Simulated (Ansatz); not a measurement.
## N_C in C (Fd-3m): charge-transition levels and formation energies

Aim: at which Fermi levels does N_C in C (Fd-3m) change its charge? The model is a cell of 432 host atoms with 1 C taken out and 1 N put in.

Main program and level: Ansatz 0.2.0; place-levels on PBEsol runs: charge-transition levels and formation energies with image-charge correction and potential alignment at the atomic sites; PAW set soft_1.

**What experiment says.**

For C, diamond (bulk crystal), “Enhanced Electron Emission Performance and Air‐Surface Stability in ScO‐Terminated Diamond for Thermionic Energy Converters” (2024, pmc:11600692) quotes earlier work: band gap (experimental band gap used as input) 5.47 eV [Literature experimental gap used as input, no source or temperature given; indirect gap …].

## (1) The structure

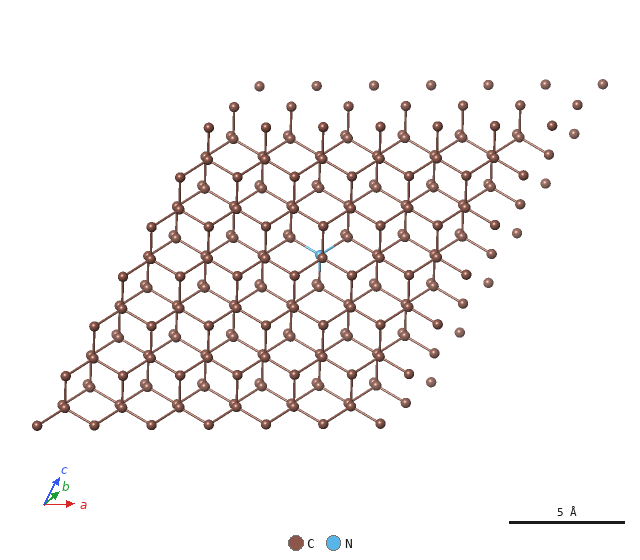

The cell as given, in part (carbon brown, nitrogen blue). Drawn is a slice 5 Å thick, seen along the normal of the ac plane. Bonds to atoms that aren't drawn are left out.

The cell holds 432 atoms: 431 C and 1 N. Cell: a = 15.077 Å, b = 15.077 Å, c = 15.077 Å, α = 60.0°, β = 60.0°, γ = 60.0°. It derives from C (space group Fd-3m). Nearest the centre at fractional (0.500, 0.500, 0.500): N259 at 0.00 Å, C258 at 1.54 Å, C260 at 1.54 Å, C248 at 1.54 Å, C188 at 1.54 Å, C271 at 2.51 Å, C261 at 2.51 Å, C331 at 2.51 Å.

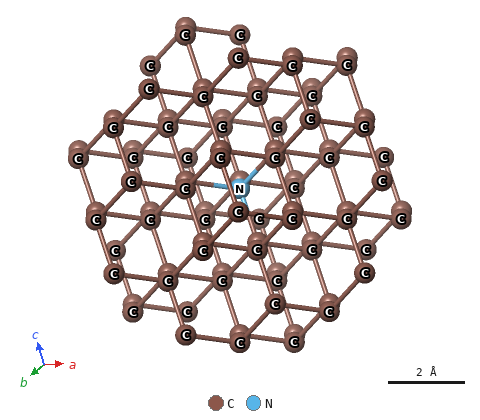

The atoms within 5 Å of the centre.

The host's dielectric constants go in as inputs: 5.87 for the electrons alone, 5.87 with the ions, computed on the host (DFPT, PBEsol).

The cell's shortest repeat is 15.1 Å.

## (2) Charge states

Levels follow from differences of total energies between charge states, each relaxed by itself.

Each atom starts 0.04 Å or so off its site in a random direction: a symmetric start keeps its symmetry, and would miss off-centre moves and Jahn–Teller distortions. Forces are taken at the zone centre alone. The cell holds 1 electron fewer than the neutral one, with a uniform background that keeps it neutral on the whole.

One state's input; the others differ in charge, spin, start and seed, and in occupations where the table says so.

File qp1.relax/input.yaml:

```yaml
crystal:
  lattice:
    - [0.0, 1.77688097, 1.77688097]
    - [1.77688097, 0.0, 1.77688097]
    - [1.77688097, 1.77688097, 0.0]
  atoms:
    - { symbol: C, position: [0.0, 0.0, 0.0] }
    - { symbol: C, position: [0.25, 0.25, 0.25] }
  supercell: [6, 6, 6]
  defects: [{ substitution: { at: 258, symbol: "N" } }]
total_charge: 1
basis:
  ecutwfc: 420
  xc_grid: 2
hamiltonian:
  xc: pbesol
  pseudopotentials: { kind: paw, azcp: { folder: soft_1 }, xc_functional: pbe }
kpoints:
  mp_grid: { grid: [1, 1, 1] }
scf:
  occupations: { method: fixed }
  max_iter: 60
output:
  forces: true
  charged_corrections:
    epsilon: 5.87
    static_epsilon: 5.87
    defect_position: [0.5, 0.5, 0.5]
relax:
  f_tol: 0.02
  max_steps: 60
  random_displacement: { amplitude: 0.04, seed: 7889 }
checkpoint:
  write: "../qp1.relax.run"
  compress: false
  write_wavefunctions: true
  write_every: 100000
```

The run is started by

```
> ansatz run input.yaml --threads 32 --pin off --max-ram 84787MiB --backend cuda --events-out ev --progress --plain --runs-dir out --max-vram 78GiB
```

The energy is taken again at one point at (¼, ¼, ¼), on the same structure.

The run of this state that the levels use, under PBEsol:

File qp1.quarter/input.yaml:

```yaml
crystal:
  checkpoint: "../qp1.relax.run"
  host: checkpoint
total_charge: 1
basis:
  ecutwfc: 420
  xc_grid: 2
hamiltonian:
  xc: pbesol
  pseudopotentials: { kind: paw, azcp: { folder: soft_1 }, xc_functional: pbe }
kpoints:
  mp_grid: { grid: [1, 1, 1], shift: [0.25, 0.25, 0.25] }
scf:
  occupations: { method: fixed }
  max_iter: 60
output:
  forces: true
  charged_corrections:
    epsilon: 5.87
    static_epsilon: 5.87
    defect_position: [0.5, 0.5, 0.5]
  eigenvalues: true
  eigenstates: { localisation: true }
checkpoint:
  read: "../qp1.relax.run"
  write: "../qp1.quarter.run"
  compress: false
  write_wavefunctions: false
  write_every: 100000
```

Relaxations under PBEsol at the zone centre alone; times on 1 × NVIDIA GB200 with 32 threads of Arm Neoverse V2, shared host:

| charge | moment (μB) | occupations | outcome | steps | largest displacement against the far atoms (Å) | time |
| --- | --- | --- | --- | --- | --- | --- |
| 0 | 1 | fixed | converged | 8 | 0.24 | 36 s |
| +1 | 0 | fixed | converged | 5 | 0.01 | 15 s |

Single points under PBEsol at one point at (¼, ¼, ¼); times on 1 × NVIDIA GB200 with 32 threads of Arm Neoverse V2, shared host:

| charge | moment (μB) | occupations | outcome | time |
| --- | --- | --- | --- | --- |
| 0 | 1 | fixed | converged | 20 s |
| +1 | 0 | fixed | converged | 9 s |

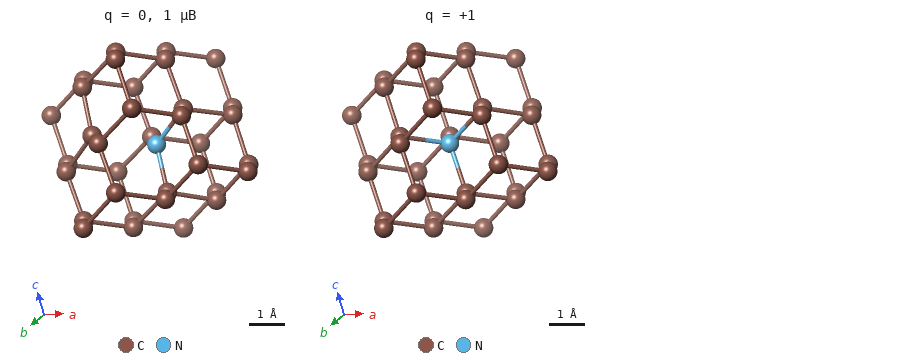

The structures near the centre after relaxation with PBEsol, by charge.

Distances (Å) from N259 to the nearest atoms after relaxation with PBEsol:

| charge | moment (μB) | 1. | 2. | 3. | 4. | 5. | 6. |
| --- | --- | --- | --- | --- | --- | --- | --- |
| 0 | 1 | C 1.47 | C 1.47 | C 1.47 | C 2.00 | C 2.37 | C 2.37 |
| +1 | 0 | C 1.55 | C 1.55 | C 1.55 | C 1.55 | C 2.51 | C 2.51 |

## (3) Placing the levels, PBEsol, the zone centre alone

qp1.gamma/input.yaml, as its differences from qp1.quarter/input.yaml of step 2:

```diff
@@ -11,3 +11,3 @@
 kpoints:
-  mp_grid: { grid: [1, 1, 1], shift: [0.25, 0.25, 0.25] }
+  mp_grid: { grid: [1, 1, 1] }
 scf:
@@ -22,6 +22,5 @@
   eigenvalues: true
-  eigenstates: { localisation: true }
 checkpoint:
   read: "../qp1.relax.run"
-  write: "../qp1.quarter.run"
+  write: "../qp1.gamma.run"
   compress: false
```

It took 3.8 s on 1 × NVIDIA GB200 with 32 threads of Arm Neoverse V2, shared host; peak memory 1.4 GiB; 6.5 s of CPU time.

File levels.gamma.yaml:

```yaml
host:
  run: host.gamma.run
states: [q0_M1.gamma.run, qp1.gamma.run]
geometry_from:
  q0_M1.gamma.run: q0_M1.relax.run
  qp1.gamma.run: qp1.relax.run
chemical_potentials:
  C:
    energy: -246.668769
    dataset: "<sha256 of the dataset>"
  "N":
    energy: -378.476431
    dataset: "<sha256 of the dataset>"
```

The run is started by

```
> ansatz place-levels levels.gamma.yaml -- --threads 32 --pin off --max-ram 84787MiB --backend cuda --max-vram 78GiB
```

Numbers of over 12 decimals in the logs are rounded to 6 here.

Output:

```text
(+1/0) 2.767 eV above the valence edge, 1.266 eV under the conduction edge
formation energy of charge +1: +0.826 eV with the Fermi level at the valence edge
formation energy of charge 0: +3.593 eV with the Fermi level at the valence edge
  edges by pbesol, gap 4.033 eV; the host is sampled to repeats of 15.08 Å
[... the lines on each state left out ...]
```

Wall time 0.99 s (32 threads).

Under PBEsol the gap is 4.03 eV, (+1/0) 2.77 eV.

## (4) Levels against the band edges, PBEsol, one point at (¼, ¼, ¼)

A charged cell interacts with its images and the background, and its potential has another zero than the host's. place-levels removes the first by a point-charge model, screened by the static dielectric constant since the ions have relaxed around the charge, and the second by comparing potentials at atoms far from the defect.

The host is a run of the defect-free crystal in the same cutoffs, grids and k-points, so that basis and sampling errors cancel in part in the differences. The host is run in a cell of 2 atoms on a matching mesh. Its band edges are searched through the zone by a band path, so the gap is smaller than, or equal to, that on the mesh. Chemical potentials are energies per atom of C (diamond) and N (N2 molecule), run with the same functional and cutoff. Carbon is taken as diamond, which semilocal functionals can put about 0.1 eV an atom over graphite.

File levels.quarter.yaml:

```yaml
host:
  run: host.quarter.run
states: [q0_M1.quarter.run, qp1.quarter.run]
geometry_from:
  q0_M1.quarter.run: q0_M1.relax.run
  qp1.quarter.run: qp1.relax.run
chemical_potentials:
  C:
    energy: -246.668769
    dataset: "<sha256 of the dataset>"
  "N":
    energy: -378.476431
    dataset: "<sha256 of the dataset>"
```

The run is started by

```
> ansatz place-levels levels.quarter.yaml -- --threads 32 --pin off --max-ram 84787MiB --backend cuda --max-vram 78GiB
```

Output:

```text
(+1/0) 2.792 eV above the valence edge, 1.242 eV under the conduction edge
formation energy of charge +1: +0.823 eV with the Fermi level at the valence edge
formation energy of charge 0: +3.615 eV with the Fermi level at the valence edge
  edges by pbesol, gap 4.034 eV; the host is sampled to repeats of 15.08 Å
  the defect's cells are sampled to repeats of 15.08 Å, like sampling
  charge +1: -106704.3642 eV with its correction of +0.260 eV, at epsilon 5.87, aligned at sites: -0.0036 eV, mean over 139 atomic sites at or beyond 7.54 Å from the defect at [0.5000, 0.5000, 0.5000], with +0.000000 for the charge's moments and without [...]
  charge 0: +0.001 eV for its dipole among its images, +0.000 omitted
  of states[1] (qp1.quarter.run): how wide its charge is, is not read beside other atoms or cores, and a band state would take no correction. [...]
  of states[0] (q0_M1.quarter.run): stability_check_not_made
```

Elapsed: 1 s, on 32 threads.

Under PBEsol the gap is 4.03 eV, (+1/0) 2.79 eV; the stage before (PBEsol, at other k-points) gave a gap of 4.03 eV and levels within 0.02 eV of these.

Levels between the charges placed, in eV above the valence top:

|  | gap (eV) | (+1/0) |
| --- | --- | --- |
| PBEsol | 4.03 | 2.79 |

Corrections by state:

| charge | moment (μB) | image terms and alignment (eV) | band filling (eV) | ε used | over the lowest of its charge, as the program ranks them, band filling apart (eV) |
| --- | --- | --- | --- | --- | --- |
| +1 | 0.0 | 0.260 | - | 5.87 | 0.000 |
| 0 | 1.0 | 0.001 | - | - | 0.000 |

From the program's caveats on the states, each cut to its opening words:

- charge +1: how wide its charge is, is not read beside other atoms or cores, and a band state would take no correction
- charge 0 (1 μB): flagged: stability check not made

Chemical potentials of the elements' reference phases, run alike. Formation energy by charge state (elemental references; gap 4.03 eV):

| charge | at valence top (eV) | at conduction bottom (eV) | correction included (eV) |
| --- | --- | --- | --- |
| +1 | 0.82 | 4.86 | 0.26 |
| 0 | 3.61 | 3.61 | 0.00 |

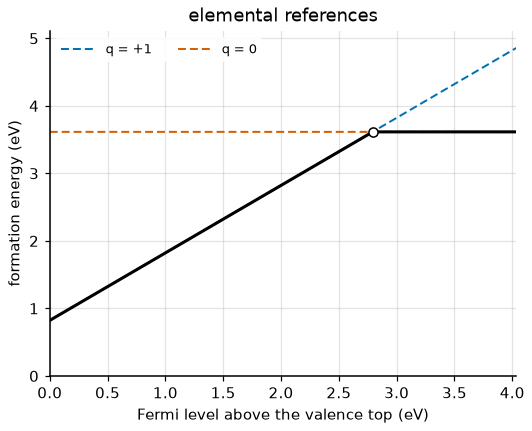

Formation energy against Fermi level; the thick line follows the lowest charge state and circles mark the transition levels.

## (5) The ladder

Levels between neighbouring charges, in eV above each run's own valence top:

|  | gap (eV) | (+1/0) | GPU time a state at this stage (restarts are quicker than cold starts) |
| --- | --- | --- | --- |
| PBEsol, zone centre alone | 4.03 | 2.77 | 4.6 s |
| PBEsol, (¼, ¼, ¼) | 4.03 | 2.79 | 14 s |

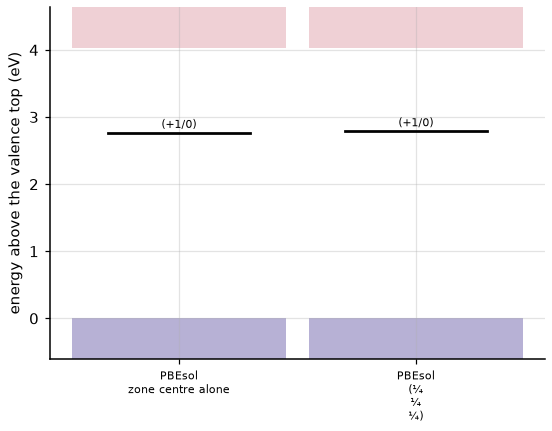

Levels between stable charges at each rung, each against its own band edges (shaded).

## (6) Summary of results

```json
{
 "gap of the host": "4.03 eV (PBEsol)",
 "level (plus 1/0)": "2.79 eV above the valence top",
 "lowest of the charges placed, just above the valence top (0.02 eV)": "+1",
 "lowest of the charges placed, just below the conduction bottom (0.02 eV)": "0",
 "lowest formation energy at mid-gap of the charges run, elemental references": "2.84 eV"
}
```

In words: Of the charges placed (0 and +1), the lowest changes at 2.79 eV (+1/0) above the valence top, in a gap of 4.03 eV. Charges above +1 and below 0 were not placed, so these runs say nothing of levels that involve them. States placed: +1 at 0 μB; 0 at 1 μB. Other spin states or structures, where not listed, weren't placed. N is taken at its element; compounds, which aren't counted here, bound the chemical potentials and would shift these formation energies. Keep in mind: one k-point off the zone centre stands for the whole zone; PBEsol makes the gap too small and tends to spread out bound carriers; where a gas molecule sets a chemical potential or the host's formation energy, its binding is uncorrected.

Computed beside measured:

```
                             quantity  measured           PBEsol
band gap (least gap of the host) (eV)      5.47  4.03 (-1.44 eV)
```

Measured values from pmc:11600692 (2024).

How well it matches: The band gap is off by -1.44 eV: a clear miss. Local and semilocal functionals usually give gaps below the measured ones. Zero-point and thermal motion shift the measured gap.

[Logs are printed without paths, hosts, clocks, repeated set-up lines and the standing remarks that a program may print on its own settings, such as how far it seeks lower states.]

[Hosts, paths, dates, database ids (printed as entryN), source tags and the programs' standing remarks are cut or masked in the printed files.]

[Where a table of states has a column of steps, it counts the stored structures, which are thinned; the runs took as many ionic steps or more.]

[A defect's name tells the site on which it was built; relaxed atoms can leave that site.]

[For some hosts the program warned that the k-mesh of the response run may be too coarse for force constants and the static dielectric constant; such warnings are not shown here.]
